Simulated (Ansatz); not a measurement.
## AlCu: 5 runs along one coordinate

System: AlCu (Pm-3m, 2 atoms in the cell).
Method: Kohn-Sham DFT of a periodic cell, PBEsol, Ansatz PAW, no spin polarisation (Ansatz 0.2.0).

The 5 runs differ only in the geometry, by an even scaling of the cell at fixed fractional positions. The structure derives from a Materials Project entry.

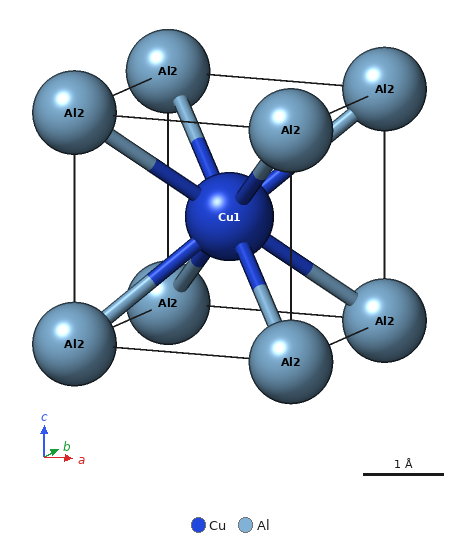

Figure 1. The structure of run 3 (ball-and-stick view of the cell of the calculation, seen slightly off an axis; atoms are numbered from 1 in the order of the input).

### Input of run 3
```yaml
crystal:
  lattice:
    - [2.9773908838, 0.0, 0.0]
    - [0.0, 2.9773908838, 0.0]
    - [0.0, 0.0, 2.9773908838]
  atoms:
    - { symbol: Cu, position: [0.5, 0.5, 0.5] }
    - { symbol: Al, position: [0.0, 0.0, 0.0] }
hamiltonian:
  xc: pbesol
  pseudopotentials: { kind: paw }
kpoints:
  mp_grid: { grid: [9, 9, 9] }
scf:
  occupations: { method: fermi_dirac, width: 0.05 }
output:
  forces: true
  stress: true
  eigenvalues: true
```

Command:
```bash
ansatz run input.yaml --threads 2 --pin off --max-ram 5632MiB --backend cpu --events-out ev --progress --plain --runs-dir out
```

Run 2 differs from it as follows:
```diff
-    - [2.9773908838, 0.0, 0.0]
-    - [0.0, 2.9773908838, 0.0]
-    - [0.0, 0.0, 2.9773908838]
+    - [2.9569971555, 0.0, 0.0]
+    - [0.0, 2.9569971555, 0.0]
+    - [0.0, 0.0, 2.9569971555]
```

### Results, with one run withheld

```csv
run,volume per atom (Å³),"free energy per atom, from the lowest run given (meV)",pressure (GPa)
1,12.658,0.20,2.82
2,12.928,?,?
3,13.197,0.00,−2.48
4,13.736,15.64,−6.65
5,14.005,28.31,−8.39
```

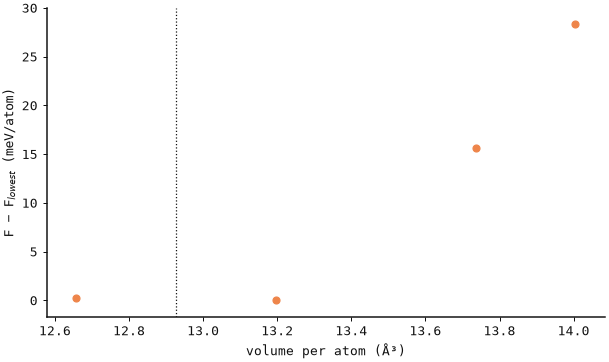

Figure 2. Free energy per atom of the runs given; the dotted line marks run 2.

Estimate the energy of run 2 from the others.

A quadratic polynomial in V^(−2/3) (the Birch–Murnaghan form), fitted to the 4 runs given, misses them by at most 0.04 meV per atom. With x = V^(−2/3) − 0.17741 Å⁻², it reads F = 3.7661 − 2825.2 x + 3.4188e+05 x² (meV per atom). At run 2 it gives −2.07 meV per atom, and the run itself gives −2.12. The slope of the fit gives a pressure −dF/dV of 0.00 GPa there, and the run prints 0.01 GPa. The fit has its minimum at 12.928 Å³ per atom, where V d²F/dV² gives 124 GPa: the bulk modulus at this level, since symmetry fixes the shape and the positions.

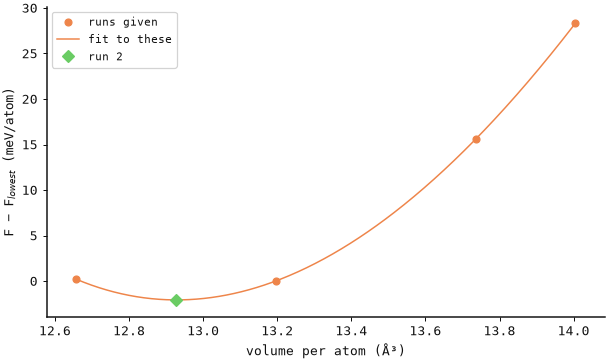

Figure 3. The fit and the withheld run.

### Output, shortened to warnings, some set-up lines, iterations and results (run 2)
```
Basis set: ecut = 420 eV, 485 PW (Γ), exchange–correlation on 40×40×40 points (8 copies of the dense FFT grid, shifted against one another)
Symmetry: 48 space group operations
k-points: 35 of 729
Initial density: superposition of atomic densities (neutral atoms: chi_scale 0, normalization atom), corrected by the library's trained network
[...]
SCF iter   1: F=—  HF=-7113.631893 eV  |F-HF|=—  |Δ(HF+E_count)|=         —  Δρ=1.79e-2  dr2=4.34e-2  ethr=1.77e-3  ⟨swp⟩=4.3  Hψ=2373  notcnv=0
SCF iter   2: F=—  HF=-7113.623906 eV  |F-HF|=—  |Δ(HF+E_count)|=   7.99e-3  Δρ=2.96e-3  dr2=1.19e-3  ethr=1.97e-4  ⟨swp⟩=2.5  Hψ=1124  notcnv=0  defer=4
SCF iter   3: F=—  HF=-7113.623430 eV  |F-HF|=—  |Δ(HF+E_count)|=   4.76e-4  Δρ=1.44e-3  dr2=2.69e-4  ethr=5.43e-6  ⟨swp⟩=1.3  Hψ=555  notcnv=0  defer=4
SCF iter   4: F=—  HF=-7113.623338 eV  |F-HF|=—  |Δ(HF+E_count)|=   9.15e-5  Δρ=8.78e-5  dr2=1.16e-6  ethr=1.22e-6  ⟨swp⟩=1.9  Hψ=688  notcnv=0  defer=4
SCF iter   5: F=—  HF=-7113.623263 eV  |F-HF|=—  |Δ(HF+E_count)|=   7.50e-5  Δρ=1.08e-5  dr2=1.10e-8  ethr=5.27e-9  ⟨swp⟩=2.0  Hψ=763  notcnv=0  defer=4
SCF iter   6: F=-7113.623263 eV  HF=-7113.623263 eV  |F-HF|=3.09e-11  |Δ(HF+E_count)|=   9.39e-9  Δρ=1.20e-6  dr2=1.53e-10  ethr=5.00e-11  ⟨swp⟩=2.3  Hψ=1806  notcnv=0
SCF 1 converged in 6 iterations: F = -7113.623263 eV  dr2 = 1.53e-10
SCF converged after 6 iterations
Free energy (F): -7113.623263 eV
Harris-Foulkes:  -7113.623263 eV  (|F-HF|=3.09e-11)
Internal energy: -7113.616305 eV  (E = F + TS)
E sigma→0 (E₀):  -7113.619784 eV
Entropy (-TS):   -0.006959 eV (-3.479 meV/atom)
Fermi energy:    13.565178 eV
--- Per-component energies (eV) ---
  E_band       = -421.786925
  E_kinetic    = 325.181223
  E_local      = -5150.198944  (includes V_loc(G=0)·N_el)
  E_nonlocal   = 398.425891
  E_hartree    = 2299.965247
  E_xc         = -129.932522
  E_vxc        = -146.557556  (∫ρ·V_xc dr)
  E_paw        = -2078.589868  (= ΣΔE_a)
  E_vpaw       = -448.569417  (= ΣTr[D̂ρ^β])
  E_aug_tail   = 0.000307  (compensation charges beyond the density's cutoff)
  E_ewald      = -2778.692979
  E_core_change = 0.225341  (= ΣΔE_core)
  E_smearing   = -0.006959  (= −TS)
  E_closure    = -0.000000  (closes the sum)
  Σ components = -7113.623263   (vs F -7113.623263, Δ=0.00e0)
--- Forces (eV/Å), atoms counted from 1 ---
  atom   1  Cu     0.00000000     0.00000000     0.00000000
  atom   2  Al    -0.00000000     0.00000000     0.00000000
  max |Σ_I F_I| component: 2.80e-29 eV/Å
--- Stress (GPa, compression-positive) ---
        0.008152       0.000000       0.000000
       -0.000000       0.008152       0.000000
        0.000000       0.000000       0.008152
  P = ⅓ Tr σ = 0.0082 GPa (0.082 kbar)
```
